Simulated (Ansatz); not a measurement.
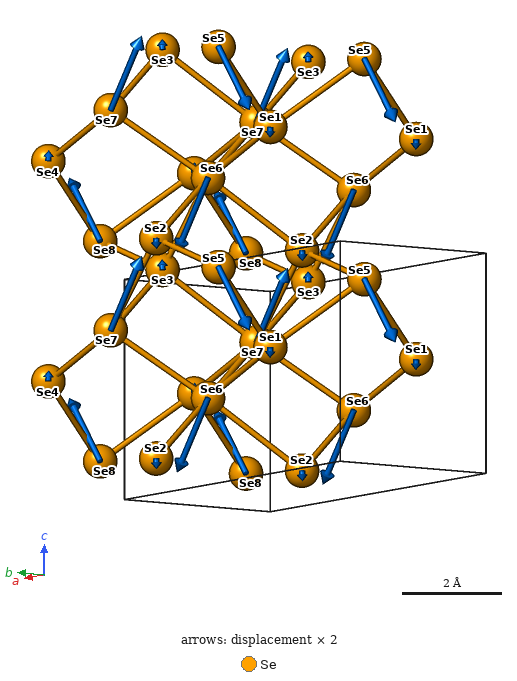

This is a relaxation of solid Se (a generated structure, set up in Pnma) (coarse preliminary run). The starting structure is drawn; blue arrows show the displacements (the part carried along by the change of the cell is left out), magnified 2 times.

A ball-and-stick model of the cell of the calculation, repeated 1 × 2 × 2 with one cell outlined, seen from a free direction.

Theory: DFT PBE, scalar-relativistic, plane waves, PAW in Ansatz. Settings: plane-wave cutoff 420 eV; k-point mesh 2 × 6 × 4; occupations gaussian; smearing width 0.1 eV; no spin polarisation; cell and atoms relaxed; force threshold 0.04 eV/Å; at most 70 steps.

What happened in the run?

Answer. The largest moves relative to the cell, 0.90 Å, are those of Se5, Se6, Se7 and Se8. Se8 goes along [1 0 2]. Cell: a 7.749 → 9.742 Å (+25.7 %), b 3.586 → 4.248 Å (+18.5 %), c 4.502 → 6.331 Å (+40.6 %). Volume +109.5 %. Some distances before and after: Se1–Se8 3.230 → 4.968 Å, Se5–Se8 2.410 → 3.934 Å, Se1–Se6 2.385 → 3.792 Å, Se1–Se2 3.237 → 4.237 Å. Bonds break: Se1–Se6 (2.39 → 3.79 Å), Se2–Se5 (2.39 → 3.79 Å), Se3–Se8 (2.39 → 3.79 Å), Se4–Se7 (2.39 → 3.79 Å). Bond angles that change, for instance: Se2–Se6–Se3 77.7° → 90.1°, Se6–Se2–Se7 102.3° → 89.9°, Se6–Se2–Se6 95.7° → 91.1°. The space group stays Pnma (No. 62). After 29 accepted moves (35 points after the start) the energy has fallen by 13.203 eV per cell of the calculation. The largest force component goes from 2.2 to 0.0032 eV/Å. The pressure goes from 68.96 to 0.06 GPa. The line search rejected the trial steps at points 14, 27, 28, 33 of the run. At 2 points the geometry stayed and the basis and grid were re-selected for the new cell (energy shift of 0.342 eV per cell of the calculation at most each time).
